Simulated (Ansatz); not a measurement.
## Two runs on W

System: W (Im-3m, 1 atom in the cell).
Method of the first run: Kohn-Sham DFT of a periodic cell, RPBE, Ansatz PAW, no spin polarisation (Ansatz 0.2.0).

The structure derives from an entry of the Crystallography Open Database. Text and figures count atoms from 1; the logs count them from 0 in places.

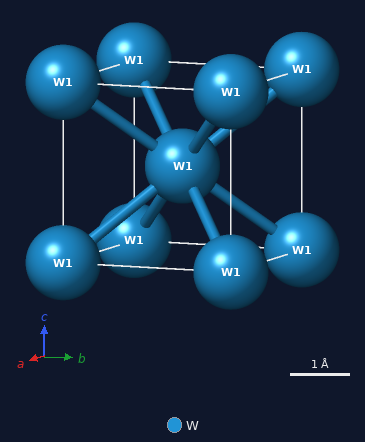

**Figure 1.** The input geometry (ball-and-stick view of the cell 2 times as large as that of the calculation, set on its symmetry axes, seen slightly off an axis; atoms are numbered from 1 in the order of the input). Near neighbours in the crystal (not all of them lie inside the picture): W has 8 W at 2.68 Å.

## The input, the first run
```yaml
crystal:
  lattice:
    - [-1.5500431812, 1.5500431812, 1.5500431812]
    - [1.5500431812, -1.5500431812, 1.5500431812]
    - [1.5500431812, 1.5500431812, -1.5500431812]
  atoms:
    - { symbol: W, position: [0.0, 0.0, 0.0] }
hamiltonian:
  xc: rpbe
  pseudopotentials: { kind: paw }
kpoints:
  mp_grid: { grid: [12, 12, 12] }
scf:
  occupations: { method: fermi_dirac, width: 0.05 }
output:
  forces: true
  stress: true
  eigenvalues: true
```

Launched with:
```bash
ansatz run input.yaml --threads 2 --pin off --max-ram 5120MiB --backend cpu --events-out ev --progress --plain --runs-dir out
```

Hardware: 2 threads of Arm Neoverse V1, 24 GiB of memory available, shared host.

## Output, shortened to warnings, some set-up lines, iterations and results (the first run)
```
Basis set: ecut = 420 eV, 321 PW (Γ), exchange–correlation on 36×36×36 points (8 copies of the dense FFT grid, shifted against one another)
Symmetry: 48 space group operations
k-points: 72 of 1728
Initial density: superposition of atomic densities (neutral atoms: chi_scale 0, normalization atom), corrected by the library's trained network
[...]
SCF iter   1: F=—  HF=-10397.423237 eV  |F-HF|=—  |Δ(HF+E_count)|=         —  Δρ=2.71e-3  dr2=3.87e-4  ethr=1.77e-3  ⟨swp⟩=5.1  Hψ=4225  notcnv=0
SCF iter   2: F=—  HF=-10397.422925 eV  |F-HF|=—  |Δ(HF+E_count)|=   3.12e-4  Δρ=1.28e-3  dr2=6.62e-5  ethr=2.76e-6  ⟨swp⟩=2.1  Hψ=1616  notcnv=0
SCF iter   3: F=—  HF=-10397.422950 eV  |F-HF|=—  |Δ(HF+E_count)|=   2.55e-5  Δρ=1.74e-4  dr2=2.53e-6  ethr=4.73e-7  ⟨swp⟩=2.1  Hψ=1186  notcnv=0
SCF iter   4: F=—  HF=-10397.422951 eV  |F-HF|=—  |Δ(HF+E_count)|=   3.50e-7  Δρ=1.03e-4  dr2=1.24e-6  ethr=1.80e-8  ⟨swp⟩=2.0  Hψ=1291  notcnv=0
SCF iter   5: F=—  HF=-10397.422950 eV  |F-HF|=—  |Δ(HF+E_count)|=   5.11e-7  Δρ=3.00e-5  dr2=1.05e-7  ethr=8.83e-9  ⟨swp⟩=3.0  Hψ=1267  notcnv=0
SCF iter   6: F=-10397.422950 eV  HF=-10397.422950 eV  |F-HF|=1.82e-9  |Δ(HF+E_count)|=   4.59e-8  Δρ=4.46e-6  dr2=2.29e-9  ethr=7.14e-10  ⟨swp⟩=4.7  Hψ=2876  notcnv=0
SCF 1 converged in 6 iterations: F = -10397.422950 eV  dr2 = 2.29e-9
SCF converged after 6 iterations
Free energy (F): -10397.422950 eV
Harris-Foulkes:  -10397.422950 eV  (|F-HF|=1.82e-9)
Internal energy: -10397.417837 eV  (E = F + TS)
E sigma→0 (E₀):  -10397.420393 eV
Entropy (-TS):   -0.005113 eV (-5.113 meV/atom)
Fermi energy:    24.315942 eV
--- Per-component energies (eV) ---
  E_band       = -58.079172
  E_kinetic    = 453.932873
  E_local      = -554.708445  (includes V_loc(G=0)·N_el)
  E_nonlocal   = -0.069306
  E_hartree    = 203.854952
  E_xc         = -268.599910
  E_vxc        = -240.456094  (∫ρ·V_xc dr)
  E_paw        = -8575.224324  (= ΣΔE_a)
  E_vpaw       = -124.486714  (= ΣTr[D̂ρ^β])
  E_aug_tail   = -0.000058  (compensation charges beyond the density's cutoff)
  E_ewald      = -1656.586045
  E_core_change = -0.017574  (= ΣΔE_core)
  E_smearing   = -0.005113  (= −TS)
  E_closure    = 0.000000  (closes the sum)
  Σ components = -10397.422950   (vs F -10397.422950, Δ=0.00e0)
--- Forces (eV/Å), atoms counted from 1 ---
  atom   1  W      0.00000000    -0.00000000     0.00000000
  max |Σ_I F_I| component: 5.42e-31 eV/Å
--- Stress (GPa, compression-positive) ---
       32.496916       0.000000       0.000000
        0.000000      32.496916       0.000000
        0.000000       0.000000      32.496916
  P = ⅓ Tr σ = 32.4969 GPa (324.969 kbar)
```

The input of the second run differs as follows (lines with − go, lines with + come):
```diff
-  xc: rpbe
+  xc: pbe
+  dispersion: d4
```

Predict how the results change.

The total energies belong to different models, so their difference says nothing on which is more stable or more accurate. The pressure goes from 32.50 to 20.66 GPa. The functional changes from RPBE to PBE. The number of SCF iterations is the same.

## Output, shortened to warnings, some set-up lines, iterations and results (the second run)
```
Basis set: ecut = 420 eV, 321 PW (Γ), exchange–correlation on 36×36×36 points (8 copies of the dense FFT grid, shifted against one another)
Symmetry: 48 space group operations
k-points: 72 of 1728
Initial density: superposition of atomic densities (neutral atoms: chi_scale 0, normalization atom), corrected by the library's trained network
[...]
SCF iter   1: F=—  HF=-10385.487426 eV  |F-HF|=—  |Δ(HF+E_count)|=         —  Δρ=2.14e-3  dr2=2.94e-4  ethr=1.77e-3  ⟨swp⟩=5.1  Hψ=4228  notcnv=0
SCF iter   2: F=—  HF=-10385.487068 eV  |F-HF|=—  |Δ(HF+E_count)|=   3.58e-4  Δρ=9.98e-4  dr2=4.31e-5  ethr=2.10e-6  ⟨swp⟩=2.3  Hψ=1690  notcnv=0
SCF iter   3: F=—  HF=-10385.487100 eV  |F-HF|=—  |Δ(HF+E_count)|=   3.18e-5  Δρ=1.82e-4  dr2=2.76e-6  ethr=3.08e-7  ⟨swp⟩=2.0  Hψ=1189  notcnv=0
SCF iter   4: F=—  HF=-10385.487101 eV  |F-HF|=—  |Δ(HF+E_count)|=   8.40e-7  Δρ=1.36e-4  dr2=2.26e-6  ethr=1.97e-8  ⟨swp⟩=2.0  Hψ=1294  notcnv=0
SCF iter   5: F=—  HF=-10385.487100 eV  |F-HF|=—  |Δ(HF+E_count)|=   7.38e-7  Δρ=7.00e-5  dr2=6.00e-7  ethr=1.61e-8  ⟨swp⟩=2.0  Hψ=1151  notcnv=0
SCF iter   6: F=-10385.487100 eV  HF=-10385.487100 eV  |F-HF|=3.26e-8  |Δ(HF+E_count)|=   2.51e-7  Δρ=1.80e-5  dr2=4.01e-8  ethr=7.14e-10  ⟨swp⟩=2.9  Hψ=3049  notcnv=0
SCF 1 converged in 6 iterations: F = -10385.487100 eV  dr2 = 4.01e-8
SCF converged after 6 iterations
Free energy (F): -10385.487100 eV
Harris-Foulkes:  -10385.487100 eV  (|F-HF|=3.26e-8)
Internal energy: -10385.481991 eV  (E = F + TS)
E sigma→0 (E₀):  -10385.484545 eV
Entropy (-TS):   -0.005109 eV (-5.109 meV/atom)
Fermi energy:    24.240591 eV
--- Per-component energies (eV) ---
  E_band       = -59.069810
  E_kinetic    = 453.848176
  E_local      = -555.541197  (includes V_loc(G=0)·N_el)
  E_nonlocal   = 0.776016
  E_hartree    = 203.861655
  E_xc         = -268.272294
  E_vxc        = -240.557260  (∫ρ·V_xc dr)
  E_paw        = -8562.803433  (= ΣΔE_a)
  E_vpaw       = -125.313223  (= ΣTr[D̂ρ^β])
  E_aug_tail   = -0.000057  (compensation charges beyond the density's cutoff)
  E_ewald      = -1656.586045
  E_disp       = -0.764812  (pairwise vdW)
  E_smearing   = -0.005109  (= −TS)
  E_closure    = 0.000000  (closes the sum)
  Σ components = -10385.487100   (vs F -10385.487100, Δ=0.00e0)
--- Forces (eV/Å), atoms counted from 1 ---
  atom   1  W      0.00000000    -0.00000000    -0.00000000
  max |Σ_I F_I| component: 3.37e-31 eV/Å
--- Stress (GPa, compression-positive) ---
       20.664509      -0.000000      -0.000000
       -0.000000      20.664509       0.000000
       -0.000000      -0.000000      20.664509
  P = ⅓ Tr σ = 20.6645 GPa (206.645 kbar)
```

## The two runs side by side

```csv
quantity,the first run,the second run
outcome,converged,converged
free energy per atom (eV),−10397.4230,−10385.4871
"energy per atom, smearing taken to zero (eV)",−10397.4204,−10385.4845
gap on the mesh (eV),0.00,0.00
pressure (GPa),32.50,20.66
largest force (eV/Å),0.000,0.000
SCF iterations,6,6
irreducible k-points,72,72
plane waves at Γ,321,321
wall time (shared host),0.64 s,0.65 s
```

For both runs: Spin–orbit coupling is left out, which matters for W. For the first run: Points of doubt noted for this run: forces on files of another functional. The cell is under a pressure of 32 GPa at this level, so it is not at its equilibrium volume. For the second run: The cell is under a pressure of 21 GPa at this level, so it is not at its equilibrium volume.
